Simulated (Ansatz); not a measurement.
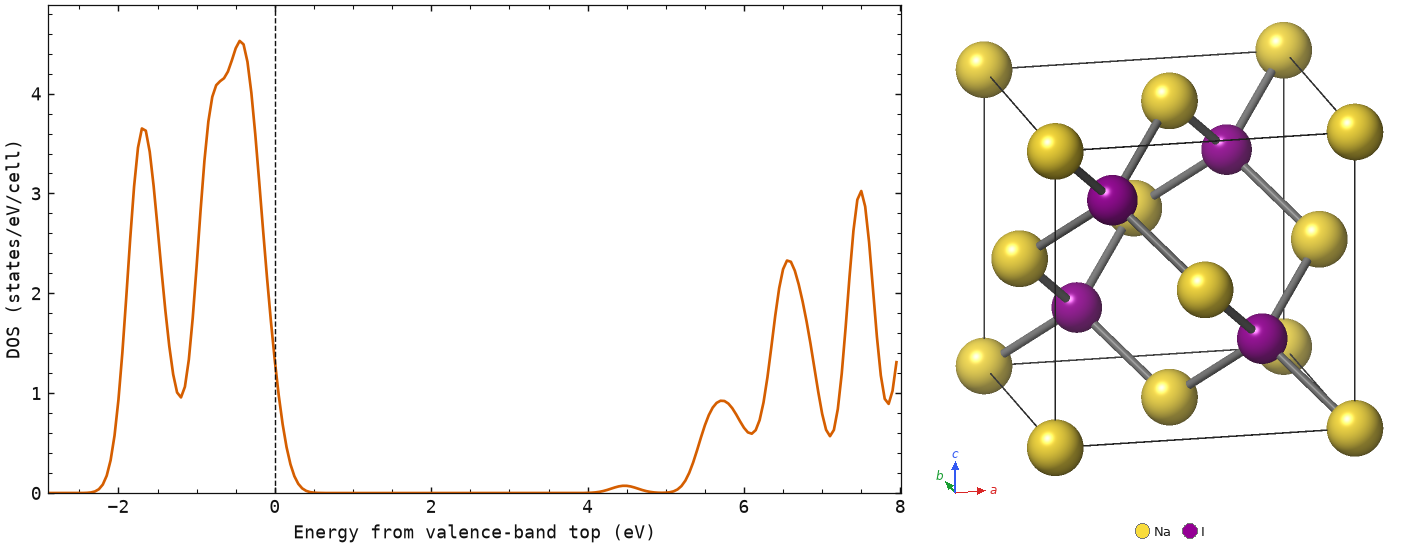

Describe the figure.

Density of states of NaI, space group F-43m (No. 216), 2 atoms in the cell, zincblende type, beside the structure. Level of theory: DFT, HSE06 with spin-orbit coupling, plane waves, PAW, 4×4×4 k mesh, 420 eV cutoff; code Ansatz. Energies are counted from the top of the valence band. The curve is built from the levels of the k mesh with Gaussians 0.4 eV wide, which also blur the band edges.

There is a gap; over the k points computed it is 4.47 eV (direct among those points). The upper group of valence states starts about 1.8 eV under the valence-band top, with a gap beneath it; it holds about 6 electrons a cell. Within the window shown, the tallest peak of the filled states lies 0.4 eV under the valence-band top, at about 4.5 states per eV and cell.
